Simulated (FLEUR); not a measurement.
## Energy of Be₂C along an even scaling of the cell

System: Be₂C (3 atoms in the cell).
Method: Kohn-Sham DFT of a periodic cell, PBEsol, all-electron, no spin polarisation (FLEUR MaX-R8.1 (later development tree)).

The 7 runs differ only in the geometry, by an even scaling of the cell at fixed fractional positions. The structure derives from an entry of the Crystallography Open Database.

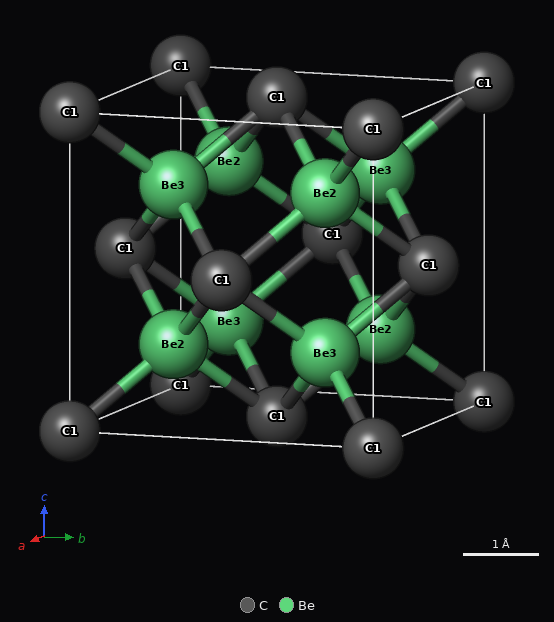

Figure 1. The structure of run 4 (ball-and-stick view of the cell 4 times as large as that of the calculation, set on its symmetry axes, seen slightly off an axis; atoms are numbered from 1 in the order of the input). An atom can appear more than once, as a periodic image.

**Input of run 4**
```
<?xml version="1.0" encoding="UTF-8" standalone="no"?>
<fleurInput fleurInputVersion="0.39">
   <comment>
      Be2C                                                                                                
   </comment>
   <calculationSetup>
      <cutoffs Kmax="4.53" Gmax="14.0" GmaxXC="14.0" numbands="0"/>
      <scfLoop itmax="60" minDistance="0.00001" maxIterBroyd="15" imix="Anderson" alpha="0.05" precondParam="0.0" spinf="2.0" sdNocoIR="T"/>
      <coreElectrons ctail="T" frcor="F" kcrel="0" coretail_lmax="0"/>
      <xcFunctional name="PBEs" relativisticCorrections="F"/>
      <magnetism jspins="1"/>
      <soc l_soc="F" theta="0.0" phi="0.0" spav="F"/>
      <expertModes spex="0" secvar="F"/>
      <geometryOptimization l_f="F" forcealpha="1.0" forcemix="BFGS" epsdisp="0.00001" epsforce="0.00001"/>
      <ldaU l_linMix="F" mixParam="0.05" spinf="1.0"/>
   </calculationSetup>
   <cell>
      <bzIntegration valenceElectrons="12.0" mode="hist" fermiSmearingEnergy="0.00183747">
         <kPointListSelection listName="default-1"/>
         <!-- k-points included here -->
         <xi:include xmlns:xi="http://www.w3.org/2001/XInclude" href="kpts.xml"> </xi:include>
      </bzIntegration>
      <!-- symmetry operations included here -->
      <xi:include xmlns:xi="http://www.w3.org/2001/XInclude" href="sym.xml"> </xi:include>
      <bulkLattice scale="1.0">
         <bravaisMatrix>
            <row-1>    0.0000000000000000     4.0912570597590001     4.0912570597590001</row-1>
            <row-2>    4.0912570597590001     0.0000000000000000     4.0912570597590001</row-2>
            <row-3>    4.0912570597590001     4.0912570597590001     0.0000000000000000</row-3>
         </bravaisMatrix>
      </bulkLattice>
   </cell>
   <atomSpecies>
      <species name="Carbon (C)" element="C" atomicNumber="6">
         <mtSphere radius="1.59" gridPoints="543" logIncrement="0.019"/>
         <atomicCutoffs lmax="8" lnonsphr="8"/>
         <electronConfig flipSpins="F">
            <coreConfig>(1s1/2)</coreConfig>
            <valenceConfig>(2s1/2) (2p1/2) (2p3/2)</valenceConfig>
            <stateOccupation state="(2p1/2)" spinUp="0.333333" spinDown="0.333333"/>
            <stateOccupation state="(2p3/2)" spinUp="0.666667" spinDown="0.666667"/>
         </electronConfig>
         <energyParameters s="2" p="2" d="3" f="4"/>
         <lo type="SCLO" l="0" n="2" eDeriv="2"/>
         <lo type="SCLO" l="1" n="2" eDeriv="2"/>
         <lo type="SCLO" l="2" n="3" eDeriv="2"/>
      </species>
      <species name="Beryllium (Be)" element="Be" atomicNumber="4">
         <mtSphere radius="1.59" gridPoints="543" logIncrement="0.018"/>
         <atomicCutoffs lmax="8" lnonsphr="8"/>
         <electronConfig flipSpins="F">
            <coreConfig></coreConfig>
            <valenceConfig>(1s1/2) (2s1/2)</valenceConfig>
         </electronConfig>
         <energyParameters s="2" p="2" d="3" f="4"/>
         <lo type="SCLO" l="0" n="1" eDeriv="0"/>
         <lo type="SCLO" l="1" n="2" eDeriv="2"/>
         <lo type="SCLO" l="2" n="3" eDeriv="2"/>
      </species>
   </atomSpecies>
   <atomGroups>
      <atomGroup species="Carbon (C)">
         <relPos label="                   1">.0000000000 .0000000000 .0000000000</relPos>
         <force calculate="T" relaxXYZ="TTT"/>
      </atomGroup>
      <atomGroup species="Beryllium (Be)">
         <relPos label="                   2">-1.000/4.000 -1.000/4.000 -1.000/4.000</relPos>
         <relPos label="                   3">1.000/4.000 1.000/4.000 1.000/4.000</relPos>
         <force calculate="T" relaxXYZ="TTT"/>
      </atomGroup>
   </atomGroups>
   <output dos="F" band="F" slice="F">
      <checks vchk="F" cdinf="F"/>
      <bandDOS minEnergy="-.5*Htr" maxEnergy="0.5*Htr" sigma="0.015" storeEVData="T"/>
      <vacuumDOS vacdos="F" integ="F" star="F" nstars="0" locx1="0.0" locy1="0.0" locx2="0.0" locy2="0.0" nstm="0" tworkf="0.0"/>
      <unfoldingBand unfoldBand="F" supercellX="1" supercellY="1" supercellZ="1"/>
      <plotting iplot="0" polar="F">
         <plot TwoD="T" vec1="  1.0  0.0  0.0" vec2="  0.0  1.0  0.0" vec3="  0.0  0.0  1.0" zero="  0.0  0.0  0.0" file="plot"/>
      </plotting>
      <chargeDensitySlicing numkpt="0" minEigenval="0.0" maxEigenval="0.0" nnne="0" pallst="F"/>
      <specialOutput eonly="F"/>
      <moessbauerParams electricFieldGradient="T" isomerShift="T" coreHyperfine="T" valenceHyperfine="T"/>
      <magneticCircularDichroism mcd="F" energyLo="-10.0" energyUp="0.0"/>
   </output>
  <!-- We include the file relax.xml here to enable relaxations (see documentation) -->
  <xi:include xmlns:xi="http://www.w3.org/2001/XInclude" href="relax.xml"> <xi:fallback/> </xi:include>
</fleurInput>
```

Command:
```bash
inpgen -f crystal.txt -profile fastHighL; mpirun -n 4 fleur_MPI -pe_per_kpt 1
```

Run 3 has the same physical settings and fractional positions; its lattice vectors (Å) are:
```
   0.000000    2.150469    2.150469
   2.150469    0.000000    2.150469
   2.150469    2.150469    0.000000
```

**Results, with one run withheld**

```tsv
run	volume per atom (Å³)	free energy per atom, from the lowest run given (meV)	gap on the mesh (eV)
1	6.359	9.08	1.19
2	6.495	2.22	1.18
3	6.630	?	?
4	6.765	0.00	1.16
5	6.901	4.05	1.15
6	7.036	11.11	1.14
7	7.171	20.91	1.14
```

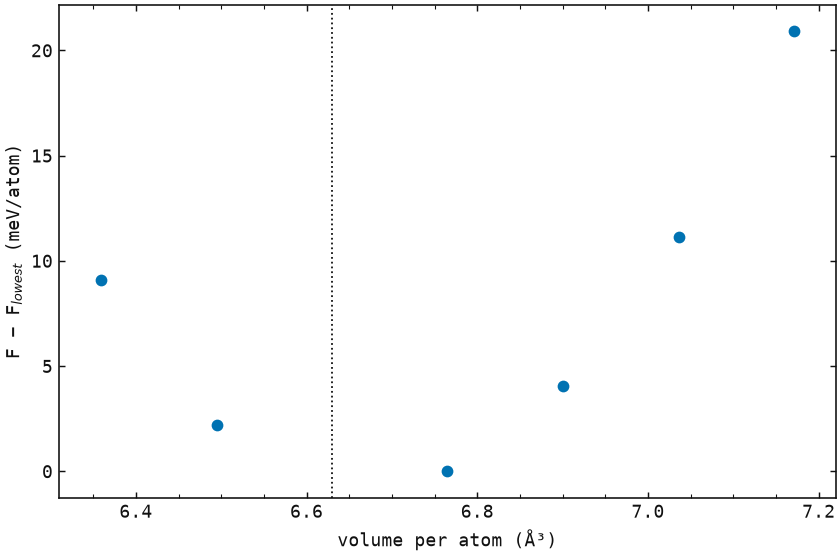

Figure 2. Free energy per atom of the runs given; the dotted line marks run 3.

What should run 3 give?

A cubic polynomial in V^(−2/3) (the Birch–Murnaghan form), fitted to the 6 runs given, misses them by at most 0.01 meV per atom. With x = V^(−2/3) − 0.27922 Å⁻², it reads F = 0.25262 − 728.92 x + 1.2216e+05 x² − 1.6194e+05 x³ (meV per atom). At run 3 it gives −0.69 meV per atom, and the run itself gives −0.70. The fit has its minimum at 6.670 Å³ per atom, where V d²F/dV² gives 205 GPa: the bulk modulus at this level, since symmetry fixes the shape and the positions. The gap on the mesh goes, without turning, from 1.19 eV in run 1 to 1.14 eV in run 7; run 3 has 1.17 eV. These are gaps of this functional on this mesh, which can miss the band edges; they aren't the measured gap.

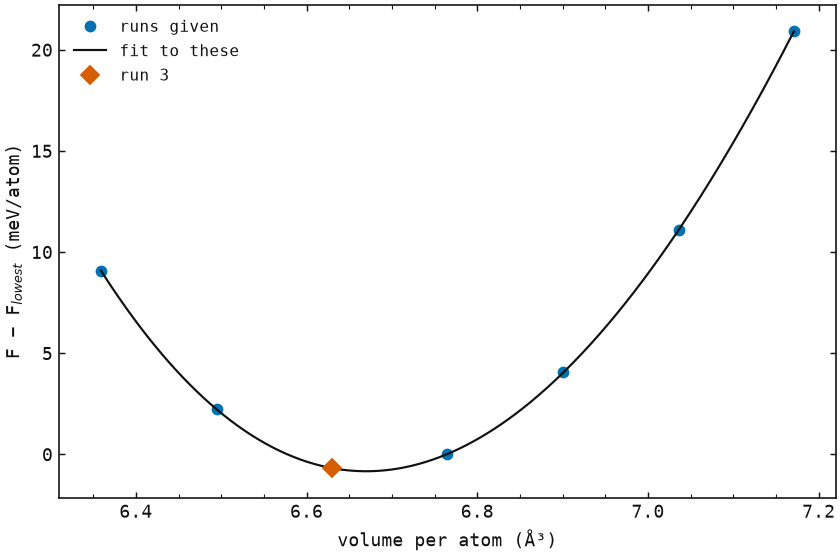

Figure 3. The fit and the withheld run.

**End of the output (run 3)**
```
[...]

 Iteration:     5   Distance:       0.35258114 me/bohr^3
Nuclear radius smaller than smallest radial mesh point for atom type 2 -- skipping its core isomer shift
Nuclear radius smaller than smallest radial mesh point for atom type 2 -- skipping its isomer shift

 Iteration:     6   Distance:       0.29722427 me/bohr^3
Nuclear radius smaller than smallest radial mesh point for atom type 2 -- skipping its core isomer shift
Nuclear radius smaller than smallest radial mesh point for atom type 2 -- skipping its isomer shift

 Iteration:     7   Distance:       0.02903434 me/bohr^3
Nuclear radius smaller than smallest radial mesh point for atom type 2 -- skipping its core isomer shift
Nuclear radius smaller than smallest radial mesh point for atom type 2 -- skipping its isomer shift

 Iteration:     8   Distance:       0.04053228 me/bohr^3
Nuclear radius smaller than smallest radial mesh point for atom type 2 -- skipping its core isomer shift
Nuclear radius smaller than smallest radial mesh point for atom type 2 -- skipping its isomer shift

 Iteration:     9   Distance:       0.00066835 me/bohr^3
Nuclear radius smaller than smallest radial mesh point for atom type 2 -- skipping its core isomer shift
Nuclear radius smaller than smallest radial mesh point for atom type 2 -- skipping its isomer shift

 Iteration:    10   Distance:       0.00066921 me/bohr^3
Nuclear radius smaller than smallest radial mesh point for atom type 2 -- skipping its core isomer shift
Nuclear radius smaller than smallest radial mesh point for atom type 2 -- skipping its isomer shift

 Iteration:    11   Distance:       0.00001889 me/bohr^3
Nuclear radius smaller than smallest radial mesh point for atom type 2 -- skipping its core isomer shift
Nuclear radius smaller than smallest radial mesh point for atom type 2 -- skipping its isomer shift

 Iteration:    12   Distance:       0.00000604 me/bohr^3

 ********************************************************************
 Run finished successfully
 Stop message:
   all done
 ********************************************************************
```
